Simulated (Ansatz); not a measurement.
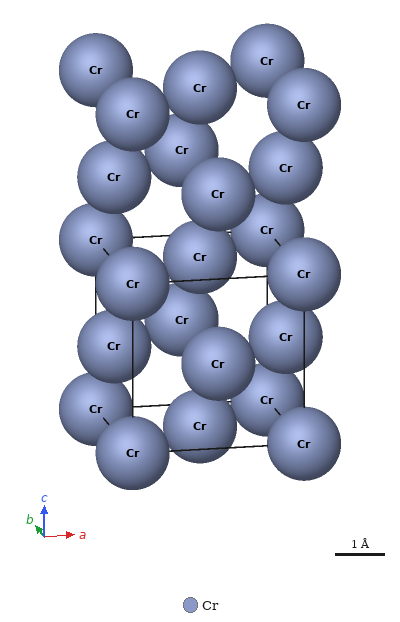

The structure as given in the input (spheres-only view of the cell 4 times as large as that of the calculation, set on its symmetry axes, repeated 1 × 1 × 2, seen slightly off an axis).

# Cr: single-point calculation

System: Cr (Fm-3m, 1 atom in the cell).
Method: DFT PBE, scalar-relativistic, plane waves, PAW, spin-polarised (Ansatz 0.2.0).

The structure was built on a prototype by a generator; it need not be a known phase.

### The program's output
```
Engine: ansatz 0.2.0, x86_64-unknown-linux-gnu
Pseudopotentials: kind: paw
Pseudopotential: Cr, paw, valence charge 14, recommended cutoff 420 eV (normal), Cr.paw.azcp
Functional definition: PBE
  parameter kappa = 0.804
  parameter beta = 0.06672455060314922
  exchange = pbe_x(kappa = kappa, mu = beta*pi^2/3)
  correlation = pbe_c(beta = beta)
Crystal: 1 atoms, lattice volume = 11.944 Å³
Basis set: ecut = 420 eV, 259 PW (Γ), exchange–correlation on 36×36×36 points (8 copies of the dense FFT grid, shifted against one another)
Bands: 12, of which v1, the nominal top of the filled ones, is band 7 counted from 1 (6 counted from 0)
Symmetry: 48 space group operations
Space group: Fm-3m (ITA 225), of the structure as read, at distance tolerance 2.3e-5 Å
Magnetic group: BNS 225.116 (UNI 1618), of the structure as read, at distance tolerance 2.3e-5 Å
k-points: 256 of 8000
Non-local potential: Cr, projectors of the file, l = 0: 3, l = 1: 2, l = 2: 3, l = 3: 1
PAW form: soft (Blöchl's): semilocal exchange-correlation on the pseudo side does not see the compensation charge
PAW one-centre angular grid: Cr, 590 points (default); XC on 64 Gauss nodes
Initial density: superposition of atomic densities (chi_scale 0.1, normalization cell)
Starting moments: Σ|m| = 2 μB on 1 of 1 site
Initial wavefunctions: pseudopotential atomic-orbital guess
Functional: x = pbe(κ = 0.804, μ = 0.2195149727645171), c = pbe(β = 0.06672455060314922)
SCF iter   1: F=—  HF=-3379.855579 eV  |F-HF|=—  |Δ(HF+E_count)|=         —  Δρ=2.40e-1 (↑2.40e-1 ↓7.11e-2)  dr2=5.38e0  dr2_m=1.93e0  M=0.393 μB ∫|m|=0.393 μB  β_m=0.30  ethr=3.10e-3  ⟨swp⟩=3.9  Hψ=28838  notcnv=0
Mixer restart at iter 1: flushing history
preconditioner: auto → none  [metal: Δε(μ)=0.003 eV  Ē_g=9.934 eV  σ=0.050 eV  W_gap=0.03  n_scr=0 (ndim 8)  ℏωp=26.3 eV  f_vac=0.000  D(μ)=1.21/eV (n_scr^D=14)]
SCF iter   2: F=—  HF=-3377.546161 eV  |F-HF|=—  |Δ(HF+E_count)|=    2.31e0  Δρ=9.71e-2 (↑9.71e-2 ↓7.15e-2)  dr2=2.41e-1  dr2_m=7.23e-1  M=0.495 μB ∫|m|=0.495 μB  β_m=0.37  ethr=3.10e-3  ⟨swp⟩=2.0  Hψ=15970  notcnv=0  defer=424
SCF iter   3: F=—  HF=-3377.371695 eV  |F-HF|=—  |Δ(HF+E_count)|=   1.74e-1  Δρ=5.10e-2 (↑5.10e-2 ↓5.00e-2)  dr2=2.15e-2  dr2_m=2.67e-1  M=0.399 μB ∫|m|=0.399 μB  β_m=0.64  ethr=1.72e-3  ⟨swp⟩=2.0  Hψ=9789  notcnv=0  defer=400
SCF iter   4: F=—  HF=-3377.344618 eV  |F-HF|=—  |Δ(HF+E_count)|=   2.71e-2  Δρ=1.35e-2 (↑1.23e-2 ↓1.35e-2)  dr2=1.76e-3  dr2_m=1.77e-2  M=0.087 μB ∫|m|=0.088 μB  β_m=0.82  ethr=1.54e-4  ⟨swp⟩=2.2  Hψ=11210  notcnv=0  defer=405
SCF iter   5: F=—  HF=-3377.343460 eV  |F-HF|=—  |Δ(HF+E_count)|=   1.16e-3  Δρ=1.31e-2 (↑1.20e-2 ↓1.31e-2)  dr2=2.64e-4  dr2_m=1.71e-2  M=-0.073 μB ∫|m|=0.073 μB  β_m=0.68  ethr=1.25e-5  ⟨swp⟩=2.0  Hψ=10622  notcnv=0  defer=405
SCF iter   6: F=—  HF=-3377.342426 eV  |F-HF|=—  |Δ(HF+E_count)|=   1.03e-3  Δρ=5.26e-3 (↑4.47e-3 ↓5.26e-3)  dr2=9.15e-5  dr2_m=2.57e-3  M=-0.029 μB ∫|m|=0.029 μB  β_m=0.84  ethr=1.89e-6  ⟨swp⟩=2.1  Hψ=7583  notcnv=0  defer=405
SCF iter   7: F=—  HF=-3377.342255 eV  |F-HF|=—  |Δ(HF+E_count)|=   1.71e-4  Δρ=1.07e-3 (↑9.08e-4 ↓1.07e-3)  dr2=4.05e-6  dr2_m=1.06e-4  M=-0.006 μB ∫|m|=0.006 μB  β_m=0.92  ethr=6.54e-7  ⟨swp⟩=2.1  Hψ=8097  notcnv=0  defer=405
SCF iter   8: F=—  HF=-3377.342250 eV  |F-HF|=—  |Δ(HF+E_count)|=   5.19e-6  Δρ=1.66e-4 (↑1.42e-4 ↓1.66e-4)  dr2=8.58e-8  dr2_m=2.58e-6  M=-0.001 μB ∫|m|=0.001 μB  β_m=0.96  ethr=2.89e-8  ⟨swp⟩=2.1  Hψ=8217  notcnv=0  defer=405
SCF iter   9: F=—  HF=-3377.342249 eV  |F-HF|=—  |Δ(HF+E_count)|=   4.83e-7  Δρ=1.00e-5 (↑6.75e-6 ↓1.00e-5)  dr2=2.29e-9  dr2_m=7.36e-9  M=-0.000 μB ∫|m|=0.000 μB  β_m=0.98  ethr=6.13e-10  ⟨swp⟩=2.1  Hψ=8693  notcnv=0  defer=405
SCF iter  10: F=—  HF=-3377.342249 eV  |F-HF|=—  |Δ(HF+E_count)|=  8.65e-10  Δρ=1.06e-6 (↑1.06e-6 ↓7.72e-7)  dr2=2.10e-10  dr2_m=3.66e-11  M=-0.000 μB ∫|m|=0.000 μB  β_m=0.99  ethr=1.64e-11  ⟨swp⟩=2.6  Hψ=8999  notcnv=0  defer=405
SCF iter  11: F=-3377.342249 eV  HF=-3377.342249 eV  |F-HF|=3.50e-11  |Δ(HF+E_count)|=  6.78e-11  Δρ=3.70e-7 (↑3.60e-7 ↓3.70e-7)  dr2=3.09e-11  dr2_m=2.42e-12  M=-0.000 μB ∫|m|=0.000 μB  ethr=1.50e-12  ⟨swp⟩=3.7  Hψ=22723  notcnv=0
SCF 1 converged in 11 iterations: F = -3377.342249 eV  dr2 = 3.09e-11
  greatest PAW one-centre occupation: 1.000 electrons in one spin orbital (limit 2), on the Cr atom at site 0 (counted from 0), in its partial waves of l = 0
```

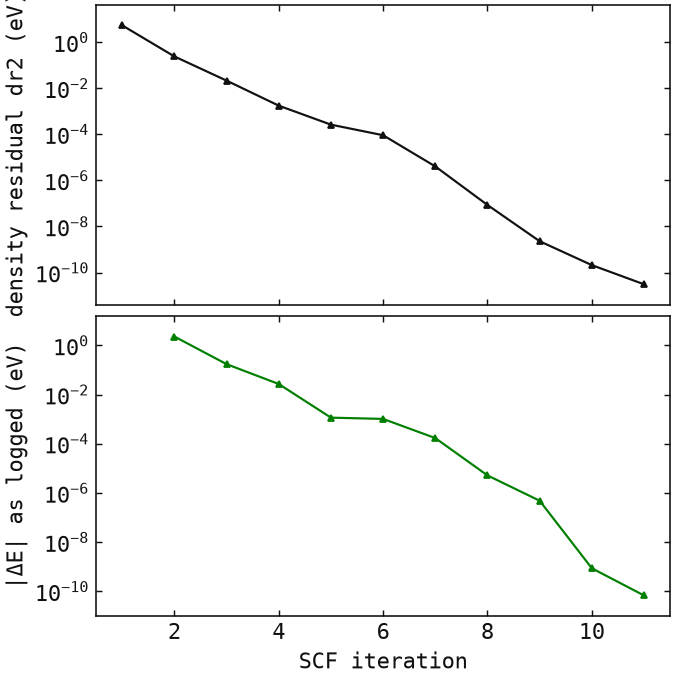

Convergence of the self-consistent field: density residual dr2 and size of the energy change against the SCF iteration. The residual falls at every step.

```
WARN: the starting moments were not kept: the SCF closed with an absolute magnetisation of 3.5e-6 μB, where they sum to 2 μB in size (1 site). That is at most 0.1 of that sum. Measured as dr2_m measures the in/out step, that magnetisation stands 5.9e-12 eV from none, at or under the dr2_threshold of 1.0e-7 eV: it is no larger than a step whose dr2_m would equal this threshold. The system may hold no moment; this SCF shows only that its start led to no more than that. To try another start: raise the starting moments (crystal.atoms[].spin, magnetization.per_species, magnetization.initial_magnetization, or on a non-collinear deck that types none of these the spinor_matrix: blocks that start its atoms; where the total moment is fixed, keep their sum and leave initial_magnetization as it is; typed ones take the place of any that the run laid by itself, positive ones on a crystal's lanthanoids without a Hubbard term where scf.initial_density.shell_occupations: [] is typed) or, if the notice of its spin-set hold's release reads "site moments contracting" or "site moments show no strong build", lengthen the hold (scf.mixing.spin_hold: { on: { confirm: 4 } }; for m-r²SCAN on two components see the key's manual first). Each may lead to a state that holds a moment. A second SCF, from the converged charge density, with the starting moments and any scf.initial_density.shell_occupations laid on it anew, would have followed, and was not run: the deck does not ask for one (magnetization.retry_lost_moments is false, the default). To let it run, set magnetization.retry_lost_moments: true and run the deck again, where that key's refused combinations let it; where memory then withholds it, that run's warning says so.
SCF converged after 11 iterations
Magnetization: -0.0000 μB (7.0000 up, 7.0000 down)
Absolute magnetization: 0.0000 μB (∫|ρ↑−ρ↓|, with the PAW one-centre terms)
Spin contamination: 0.0000 ħ² per cell (⟨S²⟩ above its minimum at these occupations)
Per-site moments (μB) at R_I (Å): [(-2.639358514865299e-6, 1.0583866137681128)]
Free energy (F): -3377.342249 eV
Harris-Foulkes:  -3377.342249 eV  (|F-HF|=3.50e-11)
Internal energy: -3377.340097 eV  (E = F + TS)
E sigma→0 (E₀):  -3377.341173 eV
Entropy (-TS):   -0.002152 eV (-2.152 meV/atom)
Fermi energy:    18.441276 eV
--- Per-component energies (eV) ---
  E_band       = -152.452171
  E_kinetic    = 343.121905
  E_local      = -1206.400249  (includes V_loc(G=0)·N_el)
  E_nonlocal   = 78.945095
  E_hartree    = 524.941378
  E_xc         = -139.883163
  E_vxc        = -178.459737  (∫ρ·V_xc dr)
  E_paw        = -1194.993847  (= ΣΔE_a)
  E_vpaw       = -239.542520  (= ΣTr[D̂ρ^β])
  E_aug_tail   = 0.000322  (compensation charges beyond the density's cutoff)
  E_ewald      = -1783.071538
  E_smearing   = -0.002152  (= −TS)
  E_closure    = 0.000000  (closes the sum)
  Σ components = -3377.342249   (vs F -3377.342249, Δ=0.00e0)
--- Forces (eV/Å), atoms counted from 1 ---
  atom   1  Cr    -0.00000000     0.00000000    -0.00000000
  max |Σ_I F_I| component: 9.86e-32 eV/Å
--- Stress (GPa, compression-positive) ---
       -1.415656      -0.000000       0.000000
        0.000000      -1.415656       0.000000
        0.000000       0.000000      -1.415656
  P = ⅓ Tr σ = -1.4157 GPa (-14.157 kbar)
--- Band table (eV; the first three rows and the last of 512) ---
  k-point 0 ↑: bands = ["-53.0260", "-23.8735", "-23.8735", "-23.8735", "10.9254", "18.0303", "18.0303", "18.0303", "19.7867", "19.7867", "38.1987", "43.7487"]
  k-point 1 ↑: bands = ["-53.0219", "-23.8946", "-23.8761", "-23.8761", "11.0267", "17.9815", "18.0645", "18.0645", "19.7674", "19.7674", "38.2291", "42.7832"]
  k-point 2 ↑: bands = ["-53.0098", "-23.9555", "-23.8838", "-23.8838", "11.3243", "17.8471", "18.1561", "18.1561", "19.7218", "19.7218", "38.2052", "41.0802"]
  k-point 255 ↓: bands = ["-52.7988", "-24.4116", "-24.4116", "-24.1791", "15.5730", "16.9143", "16.9143", "19.5354", "21.2993", "28.3236", "28.3236", "30.4563"]
--- Löwdin populations: 1 site ---
  site symbol       q [e]    m [muB]
     0     Cr     13.9089    -0.0000
  spilling = 0.006509 (of n_electrons = 14.000000)
```

### File populations.tsv
```
# site	symbol	l	j	q_up	q_dn
# orbitals = lowdin
# n_electrons = 14.000000
# spilling = 0.006509
0	Cr	0_3S	-	0.991652	0.991652
0	Cr	0_4S	-	0.361234	0.361235
0	Cr	1_3P	-	2.995430	2.995430
0	Cr	2_3D	-	2.606120	2.606123
```

The run was set up as follows.

### The input
```yaml
crystal:
  lattice:
    - [0.0, 1.814284489, 1.814284489]
    - [1.814284489, 0.0, 1.814284489]
    - [1.814284489, 1.814284489, 0.0]
  atoms:
    - { symbol: Cr, position: [0.0, 0.0, 0.0], spin: 2.0 }
basis:
  ecutwfc: 420
  ecutrho_ratio: 4
kpoints:
  mp_grid: { grid: [20, 20, 20] }
hamiltonian:
  xc: pbe
scf:
  occupations: { method: gaussian, width: 0.05 }
output:
  forces: true
  stress: true
  eigenvalues: true
  populations: true
magnetization:
  spin_polarized: true
```

### Key numbers

- outcome: converged
- space group (tolerance 0.01 Å): Fm-3m (225)
- electrons treated: 14
- free energy: −3377.3422 eV
- Fermi energy: 18.441 eV
- net moment of the cell: 0.00 μB
- integrated absolute moment: 0.00 μB
- pressure: −1.42 GPa
- largest force (length of the vector): under 0.001 eV/Å
- hardware: 2 threads of an x86-64 CPU, shared host
- wall time: 8.7 s (CPU time 13 s)
- peak memory: 0.41 GiB

### Notes

The program warns: some starting moments were not kept.
